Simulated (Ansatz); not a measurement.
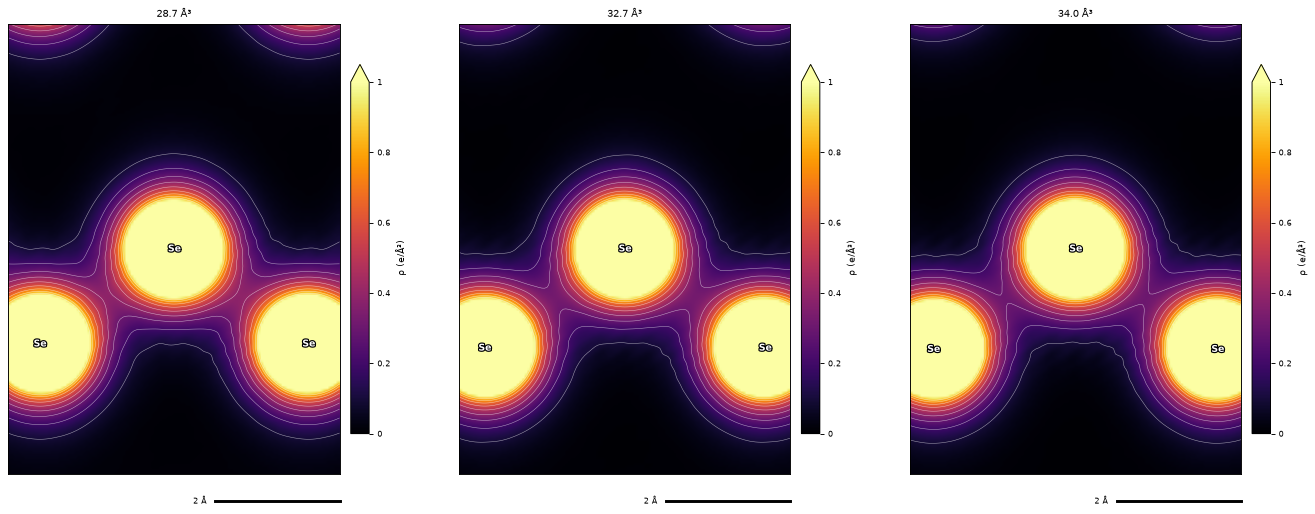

Se. The valence electron density of cells scaled evenly to different volumes (given per atom above each panel), on the (011̄) plane of each (indices in the axes of the cell below), at one length scale and on one colour scale.

A generated structure, not necessarily the stable one.

Computed with Ansatz, DFT, revPBE, plane waves (420 eV) with PAW, scalar-relativistic.

In a PAW calculation such maps are meaningful between the atoms, not at the nuclei.

The largest cell:

```yaml
crystal:
  lattice:
    - [0.00000, 3.27938, 3.27938]
    - [3.27938, 0.00000, 3.27938]
    - [3.27938, 3.27938, 0.00000]
  atoms:
    - { symbol: Se, position: [0.12500, 0.12500, 0.12500] }
    - { symbol: Se, position: [0.87500, 0.87500, 0.87500] }
```

| volume (Å³/atom) | Se–Se contact in the plane (Å) | ρ at its midpoint (e/Å³) | pressure (GPa) | 
| --- | --- | --- | --- |
| 28.74 | 2.653 | 0.387 | 5.9 | 
| 30.04 | 2.692 | ? | ? | 
| 32.66 | 2.768 | 0.323 | 0.0 | 
| 33.96 | 2.805 | 0.305 | −1.3 | 
| 35.27 | 2.840 | 0.288 | −2.3 | 

Q: Estimate the missing row, and compare with the calculation.

A: Over the known rows ln ρ falls by 1.58 per Å of Se–Se distance (a least-squares line), which gives 0.364 e/Å³ at 2.692 Å; the calculation gives 0.364 e/Å³. For the pressure, a straight line in volume between the neighbouring rows gives 3.9 GPa; the calculation gives 3.5, lower because pressure rises ever faster on compression.
